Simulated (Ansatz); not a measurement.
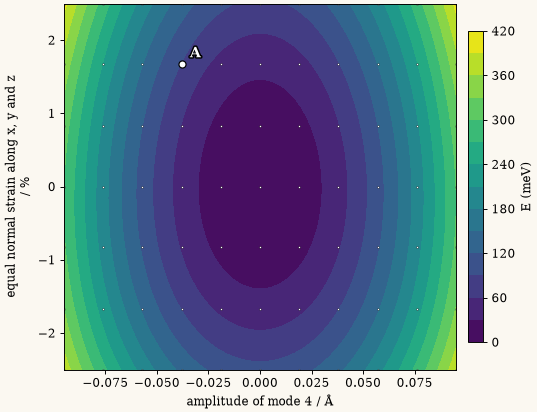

C (R-3m, No. 166; 2 atoms in the cell). The energy is mapped over a normal mode and a strain (zone-centre modes of the 2-atom cell of this scan) (x along [1 0 0], y along [1 2 0], z along [0 0 1] of the conventional cell). The first coordinate is: amplitude of mode 4 (866 cm⁻¹), largest displacement in the unstrained cell; the second: equal normal strain along x, y and z. Nothing is relaxed (the pattern is fixed in fractional coordinates). Grid: 11 × 7 points. Points are written as (first, second). All energies are given in meV per cell relative to the lowest grid point. The calculation used Ansatz, DFT PBE+D3(BJ), scalar-relativistic, plane waves, PAW. Settings: cutoff 520 eV, k-mesh 15×15×15, gaussian smearing 0.05 eV, no spin polarisation.

The picture shows filled contours, dots at the grid points, the point A. Between grid points the surface is interpolated.

Which way does the force act at A, and how strong is it?

A, at (−0.038 Å, 1.67 %), is not a stationary point. The computed force is 2600 meV for each Å towards larger values of the first coordinate and 46 meV for each 1 % towards smaller values of the second coordinate.

PAW datasets: the set soft_1.
